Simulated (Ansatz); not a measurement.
## Ca: single-point calculation

- system: Ca (defect cell, 19 atoms in the cell)
- method: DFT PBEsol, scalar-relativistic, plane waves, PAW, no spin polarisation (Ansatz 0.2.0)

The structure derives from an entry of the Crystallography Open Database. It belongs to a series of runs on one base structure; here: half-way along the straight path, unrelaxed. Figures and captions count atoms from 1; the log counts them from 0 in places.

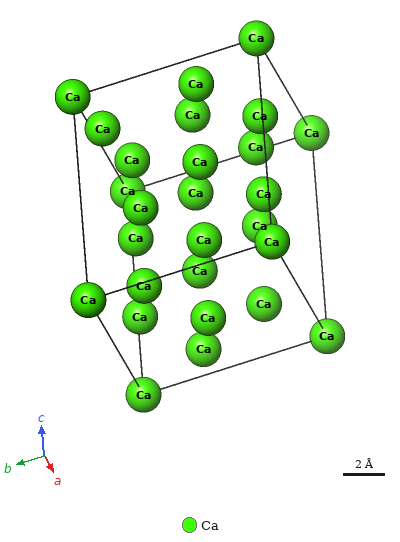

Figure 1. The structure as given in the input (spheres-only view of the cell of the calculation, seen at an oblique angle).

**Results in brief**

| quantity | value |
| --- | --- |
| outcome | converged |
| electrons treated | 190 |
| free energy | −34078.9164 eV |
| Fermi energy | 4.771 eV |
| gap on the k-point mesh | none (metallic) |
| pressure | −0.13 GPa |
| largest force (length of the vector) | 0.590 eV/Å |
| hardware | 4 threads of Arm Neoverse V1, 24 GiB of memory available, shared host |
| wall time | 99 s (CPU time 6.5 min) |
| peak memory | 3.3 GiB |

**Input**
```yaml
crystal:
  lattice:
    - [-5.4546467429, 2.7273233714, 8.1819701143]
    - [-5.4546467429, -2.7273233714, -8.1819701143]
    - [5.4546467429, -8.1819701143, 2.7273233714]
  atoms:
    - { symbol: Ca, position: [0.0493252443, 0.351526651, 0.8995017436] }
    - { symbol: Ca, position: [0.2473010474, 0.747828116, 0.496479315] }
    - { symbol: Ca, position: [0.5489602716, 0.8492481479, 0.8995585711] }
    - { symbol: Ca, position: [0.1995618469, 0.400509394, 0.6000712409] }
    - { symbol: Ca, position: [0.1497608104, 0.0503492159, 0.701460178] }
    - { symbol: Ca, position: [0.4002391925, 0.7996507648, 0.1985398074] }
    - { symbol: Ca, position: [0.6985766925, 0.9014377374, 0.6000144299] }
    - { symbol: Ca, position: [0.3504381409, 0.4494906255, 0.2999287663] }
    - { symbol: Ca, position: [0.0010397165, 0.000751838, 0.0004414046] }
    - { symbol: Ca, position: [0.6520393135, 0.5526845465, 0.7033737083] }
    - { symbol: Ca, position: [0.3026989694, 0.102171894, 0.4035207135] }
    - { symbol: Ca, position: [0.598738768, 0.1992514135, 0.7993403314] }
    - { symbol: Ca, position: [0.8514233199, 0.948562274, 0.2999855939] }
    - { symbol: Ca, position: [0.500674721, 0.4984733446, 0.0004982155] }
    - { symbol: Ca, position: [0.800420476, 0.5998365897, 0.4016072157] }
    - { symbol: Ca, position: [0.274999993, -0.0750000241, -0.0500000294] }
    - { symbol: Ca, position: [0.7495795505, 0.2501634466, 0.4983928454] }
    - { symbol: Ca, position: [0.9512612267, 0.6507485642, 0.1006596391] }
    - { symbol: Ca, position: [0.8979606992, 0.2973154605, 0.1966263096] }
basis:
  ecutwfc: 420
kpoints:
  mp_grid: { grid: [4, 4, 4] }
hamiltonian:
  xc: pbesol
scf:
  occupations: { method: gaussian, width: 0.1 }
output:
  forces: true
  stress: true
  eigenvalues: true
  write_density: true
  write_potential: true
  elf: true
  volumetric_format: npy
```

Launched with:
```bash
ansatz run input.yaml --threads 4 --pin off --max-ram 9216MiB --backend cpu --events-out ev --progress --plain --runs-dir out
```

**Output**
```
Engine: ansatz 0.2.0, aarch64-unknown-linux-gnu
Pseudopotentials: kind: paw
Pseudopotential: Ca, paw, valence charge 10, recommended cutoff 420 eV (normal), Ca.paw.azcp
Functional definition: PBEsol
  exchange = pbesol_x
  correlation = pbesol_c
Crystal: 19 atoms, lattice volume = 811.465 Å³
Basis set: ecut = 420 eV, 15891 PW (Γ), exchange–correlation on 144×144×144 points (8 copies of the dense FFT grid, shifted against one another)
Bands: 114, of which v1, the nominal top of the filled ones, is band 95 counted from 1 (94 counted from 0)
Symmetry: 2 space group operations
Space group: P-1 (ITA 2), of the structure as read, at distance tolerance 9.3e-5 Å
k-points: 36 of 64
Non-local potential: Ca, projectors of the file, l = 0: 3, l = 1: 2, l = 2: 2
PAW form: soft (Blöchl's): semilocal exchange-correlation on the pseudo side does not see the compensation charge
PAW frozen core: Ca, regenerated for the run's functional, and the local potential with it (the file was generated under x = pbe(κ = 0.804, μ = 0.2195149727645171), c = pbe(β = 0.06672455060314922))
PAW one-centre angular grid: Ca, 110 points (default); XC on 64 Gauss nodes
Initial density: superposition of atomic densities (neutral atoms: chi_scale 0, normalization atom), corrected by the library's trained network
Initial wavefunctions: pseudopotential atomic-orbital guess
Functional: x = pbesol(κ = 0.804, μ = 0.12345679012345678), c = pbesol(β = 0.046)
SCF iter   1: F=—  HF=-34078.917190 eV  |F-HF|=—  |Δ(HF+E_count)|=         —  Δρ=2.28e-3  dr2=1.08e-1  ethr=1.77e-3  ⟨swp⟩=12.9  Hψ=21671  notcnv=0
preconditioner: auto → Kerker (q_TF=auto, 2.142 Å⁻¹)  [metal: Δε(μ)=0.006 eV  Ē_g=1.942 eV  σ=0.100 eV  W_gap=0.04  n_scr=138 (ndim 8)  ℏωp=8.0 eV  f_vac=0.000  D(μ)=32.09/eV (n_scr^D=272)]
SCF iter   2: F=—  HF=-34078.920302 eV  |F-HF|=—  |Δ(HF+E_count)|=   3.11e-3  Δρ=1.15e-3  dr2=2.55e-2  ethr=5.67e-5  ⟨swp⟩=2.0  Hψ=5214  notcnv=0
SCF iter   3: F=—  HF=-34078.917042 eV  |F-HF|=—  |Δ(HF+E_count)|=   3.26e-3  Δρ=2.96e-4  dr2=1.93e-3  ethr=1.34e-5  ⟨swp⟩=2.4  Hψ=5557  notcnv=0
SCF iter   4: F=—  HF=-34078.916889 eV  |F-HF|=—  |Δ(HF+E_count)|=   1.53e-4  Δρ=8.02e-5  dr2=1.38e-4  ethr=1.02e-6  ⟨swp⟩=2.0  Hψ=4608  notcnv=0
SCF iter   5: F=—  HF=-34078.916878 eV  |F-HF|=—  |Δ(HF+E_count)|=   1.05e-5  Δρ=2.68e-5  dr2=1.60e-5  ethr=7.24e-8  ⟨swp⟩=2.0  Hψ=4978  notcnv=0
SCF iter   6: F=—  HF=-34078.916376 eV  |F-HF|=—  |Δ(HF+E_count)|=   5.02e-4  Δρ=8.03e-6  dr2=1.04e-6  ethr=8.43e-9  ⟨swp⟩=2.0  Hψ=4836  notcnv=0  defer=63
SCF iter   7: F=—  HF=-34078.916376 eV  |F-HF|=—  |Δ(HF+E_count)|=   2.56e-8  Δρ=3.09e-6  dr2=1.64e-7  ethr=5.49e-10  ⟨swp⟩=2.1  Hψ=6723  notcnv=0  defer=63
SCF iter   8: F=-34078.916376 eV  HF=-34078.916376 eV  |F-HF|=5.81e-9  |Δ(HF+E_count)|=   6.21e-9  Δρ=1.10e-6  dr2=1.78e-8  ethr=5.26e-11  ⟨swp⟩=19.8  Hψ=29595  notcnv=0
SCF 1 converged in 8 iterations: F = -34078.916376 eV  dr2 = 1.78e-8
  greatest PAW one-centre occupation: 0.996 electrons in one spin orbital (limit 2), on the Ca atom at site 8 (counted from 0), in its partial waves of l = 0
```

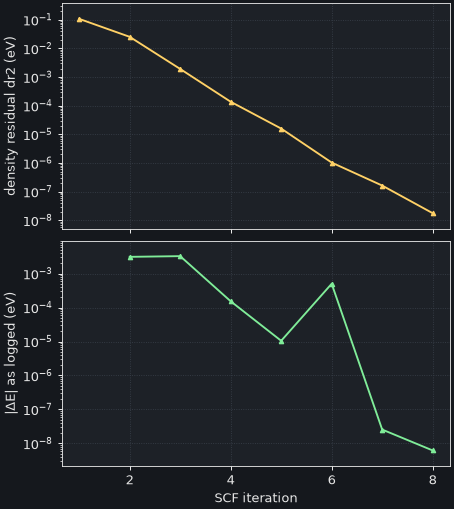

Figure 2. Convergence of the self-consistent field: density residual dr2 and size of the energy change against the SCF iteration. The residual falls at every step.

```
SCF converged after 8 iterations
Free energy (F): -34078.916376 eV
Harris-Foulkes:  -34078.916376 eV  (|F-HF|=5.81e-9)
Internal energy: -34078.756391 eV  (E = F + TS)
E sigma→0 (E₀):  -34078.836383 eV
Entropy (-TS):   -0.159986 eV (-8.420 meV/atom)
Fermi energy:    4.771280 eV
--- Per-component energies (eV) ---
  E_band       = -3344.909446
  E_kinetic    = 5232.565127
  E_local      = -16504.767447  (includes V_loc(G=0)·N_el)
  E_nonlocal   = 1230.185590
  E_hartree    = 5561.467037
  E_xc         = -2549.628524
  E_vxc        = -3194.398230  (∫ρ·V_xc dr)
  E_paw        = -15897.722032  (= ΣΔE_a)
  E_vpaw       = -1231.425502  (= ΣTr[D̂ρ^β])
  E_aug_tail   = -0.000107  (compensation charges beyond the density's cutoff)
  E_ewald      = -11153.113127
  E_core_change = 2.257092  (= ΣΔE_core)
  E_smearing   = -0.159986  (= −TS)
  E_closure    = -0.000000  (closes the sum)
  Σ components = -34078.916376   (vs F -34078.916376, Δ=0.00e0)
--- Forces (eV/Å), atoms counted from 1 ---
  atom   1  Ca    -0.07438306    -0.01503970    -0.05705407
  atom   2  Ca     0.04561049    -0.13454932    -0.00435100
  atom   3  Ca    -0.22352875     0.24070115     0.47605900
  atom   4  Ca    -0.01730595    -0.06797963    -0.05895863
  atom   5  Ca    -0.22300692     0.23652528    -0.49276001
  atom   6  Ca     0.22300692    -0.23652528     0.49276001
  atom   7  Ca    -0.01520949     0.00979991    -0.00947455
  atom   8  Ca     0.01730595     0.06797963     0.05895863
  atom   9  Ca     0.22352875    -0.24070115    -0.47605900
  atom  10  Ca    -0.07926461    -0.05200015     0.05020169
  atom  11  Ca    -0.04561049     0.13454932     0.00435100
  atom  12  Ca     0.16807494    -0.00888945    -0.00383036
  atom  13  Ca     0.01520949    -0.00979991     0.00947455
  atom  14  Ca     0.07438306     0.01503970     0.05705407
  atom  15  Ca     0.00623411    -0.05987499     0.05361016
  atom  16  Ca     0.00000000     0.00000000     0.00000000
  atom  17  Ca    -0.00623411     0.05987499    -0.05361016
  atom  18  Ca    -0.16807494     0.00888945     0.00383036
  atom  19  Ca     0.07926461     0.05200015    -0.05020169
  max |Σ_I F_I| component: 4.16e-17 eV/Å
--- Stress (GPa, compression-positive) ---
       -0.475241      -0.322630      -0.011769
       -0.322630      -0.455950      -0.002868
       -0.011769      -0.002868       0.532423
  P = ⅓ Tr σ = -0.1329 GPa (-1.329 kbar)
--- Band table (eV; the first three rows and the last of 36) ---
  k-point 0: bands = ["-37.2827", "-37.2564", "-37.2533", "-37.0969", "-37.0916", "-37.0905", "-37.0899", "-37.0792", "-37.0790", "-37.0219", "-37.0179", "-37.0124", "-37.0111", "-36.9865", "-36.9849", "-36.9808", "-36.9808", "-36.9497", "-36.9475", "-18.4679", "-18.3664", "-18.3438", "-18.3430", "-18.3373", "-18.3371", "-18.3156", "-18.3093", "-18.2993", "-18.2095", "-18.1988", "-18.1941", "-18.1937", "-18.1829", "-18.1826", "-18.1806", "-18.1758", "-18.1751", "-18.1625", "-18.1582", "-18.1565", "-18.1523", "-18.1428", "-18.1400", "-18.1334", "-18.1320", "-18.1189", "-18.1173", "-18.1150", "-18.1076", "-18.1061", "-18.1057", "-18.0947", "-18.0892", "-18.0852", "-18.0787", "-18.0776", "-18.0745", "-18.0716", "-18.0710", "-18.0680", "-18.0547", "-18.0499", "-18.0471", "-18.0446", "-18.0419", "-18.0406", "-18.0323", "-18.0292", "-18.0227", "-18.0203", "-18.0134", "-18.0075", "-18.0065", "-18.0024", "-17.9960", "-17.9817", "0.7654", "2.8070", "2.8302", "2.8496", "2.8535", "2.9700", "3.0184", "3.0217", "3.0361", "3.0429", "3.0797", "3.3246", "3.4698", "4.3693", "4.3980", "4.4164", "4.4335", "4.5075", "4.9163", "5.0686", "5.2995", "5.3504", "5.3564", "5.3998", "5.4425", "5.4491", "5.4577", "5.4600", "5.4699", "5.5248", "5.5436", "5.5580", "5.5658", "5.6236", "5.6352", "5.6444", "5.6597", "5.7137"]
  k-point 1: bands = ["-37.2827", "-37.2564", "-37.2533", "-37.0964", "-37.0930", "-37.0899", "-37.0897", "-37.0794", "-37.0789", "-37.0218", "-37.0180", "-37.0130", "-37.0105", "-36.9865", "-36.9849", "-36.9808", "-36.9807", "-36.9498", "-36.9474", "-18.4679", "-18.3666", "-18.3439", "-18.3430", "-18.3384", "-18.3365", "-18.3156", "-18.3094", "-18.2992", "-18.2110", "-18.2013", "-18.1967", "-18.1912", "-18.1850", "-18.1827", "-18.1790", "-18.1756", "-18.1685", "-18.1629", "-18.1601", "-18.1576", "-18.1497", "-18.1474", "-18.1346", "-18.1327", "-18.1308", "-18.1204", "-18.1183", "-18.1136", "-18.1092", "-18.1073", "-18.1022", "-18.0950", "-18.0874", "-18.0848", "-18.0834", "-18.0795", "-18.0737", "-18.0695", "-18.0659", "-18.0646", "-18.0567", "-18.0550", "-18.0478", "-18.0453", "-18.0443", "-18.0392", "-18.0333", "-18.0301", "-18.0248", "-18.0137", "-18.0097", "-18.0082", "-18.0065", "-18.0014", "-17.9978", "-17.9864", "0.9105", "2.0006", "2.6826", "2.6872", "2.7343", "2.8346", "2.9743", "3.0777", "3.5114", "3.5169", "3.5914", "3.6937", "3.7879", "3.8367", "3.9948", "4.5179", "4.7499", "4.8004", "4.8782", "4.9246", "4.9886", "5.0496", "5.2169", "5.3484", "5.3519", "5.3747", "5.4073", "5.4220", "5.4712", "5.4906", "5.5458", "5.5610", "5.6058", "5.6418", "5.6511", "5.6850", "5.7288", "5.7920"]
  k-point 2: bands = ["-37.2827", "-37.2564", "-37.2533", "-37.0949", "-37.0949", "-37.0899", "-37.0894", "-37.0794", "-37.0788", "-37.0217", "-37.0180", "-37.0135", "-37.0102", "-36.9864", "-36.9849", "-36.9808", "-36.9807", "-36.9499", "-36.9473", "-18.4680", "-18.3668", "-18.3439", "-18.3429", "-18.3392", "-18.3363", "-18.3156", "-18.3094", "-18.2992", "-18.2128", "-18.2037", "-18.1957", "-18.1869", "-18.1868", "-18.1859", "-18.1798", "-18.1762", "-18.1633", "-18.1621", "-18.1615", "-18.1578", "-18.1529", "-18.1390", "-18.1370", "-18.1333", "-18.1248", "-18.1246", "-18.1186", "-18.1154", "-18.1106", "-18.1040", "-18.1034", "-18.0903", "-18.0894", "-18.0857", "-18.0853", "-18.0795", "-18.0759", "-18.0690", "-18.0613", "-18.0610", "-18.0592", "-18.0576", "-18.0476", "-18.0460", "-18.0415", "-18.0386", "-18.0364", "-18.0309", "-18.0276", "-18.0110", "-18.0088", "-18.0064", "-18.0017", "-18.0008", "-18.0005", "-17.9931", "1.3176", "1.3516", "2.5680", "2.5732", "2.6262", "2.7739", "3.2796", "3.2824", "3.3414", "3.3887", "3.8606", "3.8978", "4.1936", "4.2698", "4.3261", "4.3407", "4.4860", "4.6825", "4.6898", "4.7321", "4.7579", "4.8997", "5.1335", "5.2945", "5.3160", "5.3313", "5.3494", "5.3794", "5.4493", "5.5097", "5.5434", "5.5764", "5.6055", "5.7247", "5.7476", "5.7617", "5.7763", "5.8497"]
  k-point 35: bands = ["-37.2827", "-37.2563", "-37.2534", "-37.0949", "-37.0949", "-37.0900", "-37.0893", "-37.0793", "-37.0789", "-37.0218", "-37.0178", "-37.0135", "-37.0102", "-36.9872", "-36.9839", "-36.9809", "-36.9808", "-36.9499", "-36.9473", "-18.4698", "-18.3681", "-18.3448", "-18.3423", "-18.3395", "-18.3363", "-18.3174", "-18.3090", "-18.2984", "-18.2118", "-18.2047", "-18.1970", "-18.1900", "-18.1892", "-18.1850", "-18.1786", "-18.1756", "-18.1655", "-18.1636", "-18.1585", "-18.1559", "-18.1509", "-18.1386", "-18.1328", "-18.1320", "-18.1282", "-18.1192", "-18.1189", "-18.1154", "-18.1079", "-18.1028", "-18.1002", "-18.0899", "-18.0860", "-18.0847", "-18.0809", "-18.0739", "-18.0734", "-18.0681", "-18.0670", "-18.0608", "-18.0570", "-18.0509", "-18.0506", "-18.0482", "-18.0469", "-18.0422", "-18.0404", "-18.0374", "-18.0276", "-18.0132", "-18.0092", "-18.0082", "-18.0035", "-18.0018", "-17.9995", "-17.9933", "1.8078", "1.8204", "1.8829", "1.9529", "2.1260", "2.2419", "3.7763", "3.8449", "3.8534", "3.8706", "3.8847", "3.9092", "4.0145", "4.0566", "4.3685", "4.4124", "4.7767", "4.8194", "4.8678", "4.9087", "4.9936", "5.0828", "5.0958", "5.1011", "5.1291", "5.1799", "5.2013", "5.2078", "5.2316", "5.2851", "5.4000", "5.4003", "5.5022", "5.5106", "5.5894", "5.5975", "5.7493", "5.7975"]
```

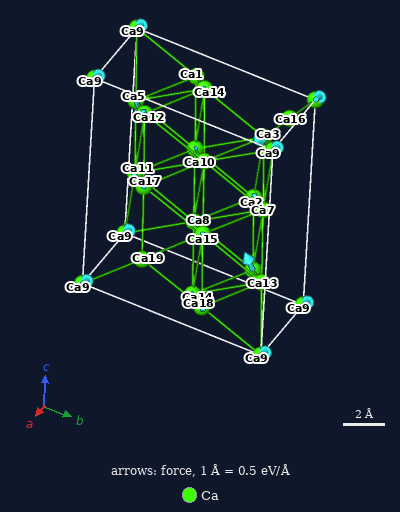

Figure 3. Forces on the atoms as teal arrows (ball-and-stick view of the cell of the calculation, seen slightly off an axis; atoms are numbered from 1 in the order of the input); the smallest are left out. The largest act on Ca5, Ca6 (0.59 eV/Å); Ca3, Ca9 (0.58 eV/Å). The geometry is not a stationary point of this energy.

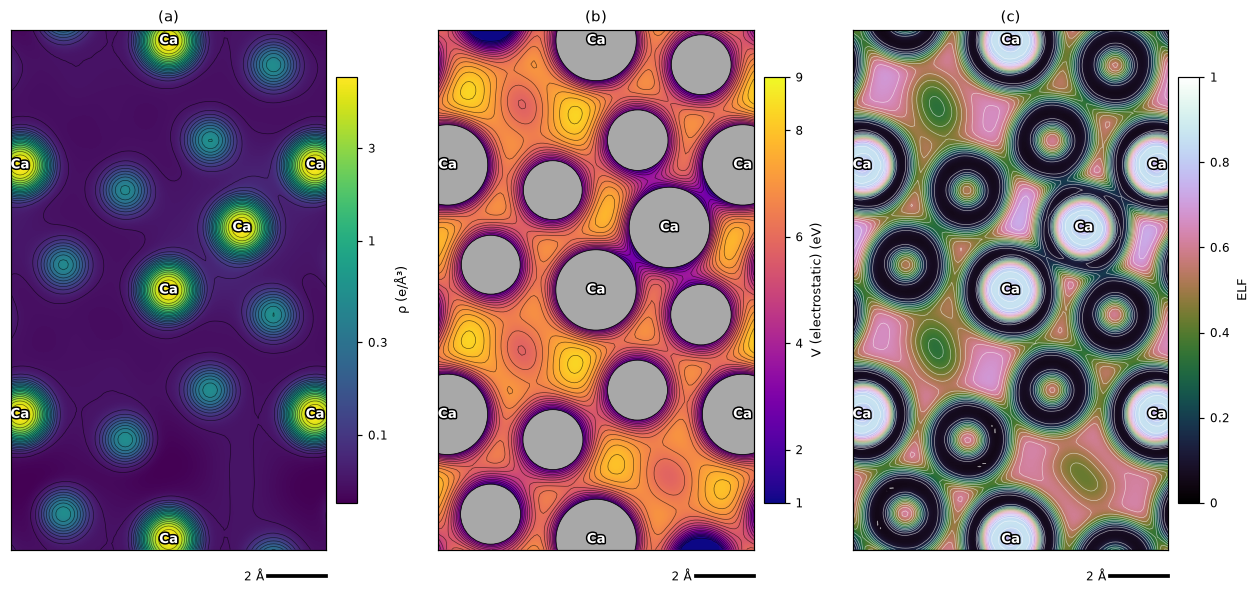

Figure 4. (a) valence charge density (pseudo); (b) electrostatic potential (local pseudopotential plus Hartree) felt by an electron; (c) ELF on the (110) plane of the calculation cell. Grey discs, where drawn, cover atomic cores. The plane passes through Ca nuclei. Ca–Ca (3.33 Å): the density is about 0.07 e/Å³ at the midpoint; the ELF is about 0.15 at the midpoint; no shared electron pair. Away from the nuclei the density in this plane falls to 0.04 e/Å³ at its lowest. The strong features right at Ca lie inside the PAW spheres (semicore, d or f shells) and say nothing about bonding. Outside the cores the potential energy rises away from the atoms and is highest about 2.3 Å from the nearest atoms; outside the discs it spans about 7 eV, and its zero is arbitrary. The fields are those of the smooth PAW valence density.

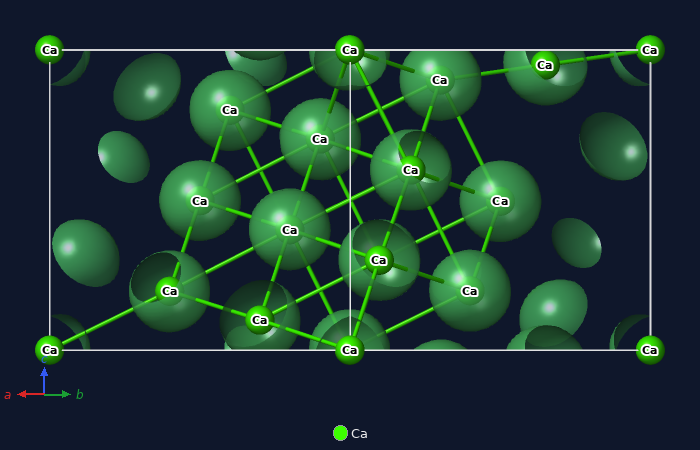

Figure 5. Isosurface of the valence electron density at 0.15 e/Å³ (green), seen along [110]. Sticks mark near contacts. The outline is the calculation cell. At this value the density breaks into separate islands; it holds about 80 % of the electrons treated as valence (semicore included). It is pinched off along the Ca–Ca (3.33 Å), Ca–Ca (3.82 Å) and Ca–Ca (3.86 Å) contacts. On the grid the lowest density along these lines, outside the cores, is 0.07 e/Å³ (Ca–Ca, 3.33 Å), 0.05 e/Å³ (Ca–Ca, 3.82 Å) and 0.06 e/Å³ (Ca–Ca, 3.86 Å).
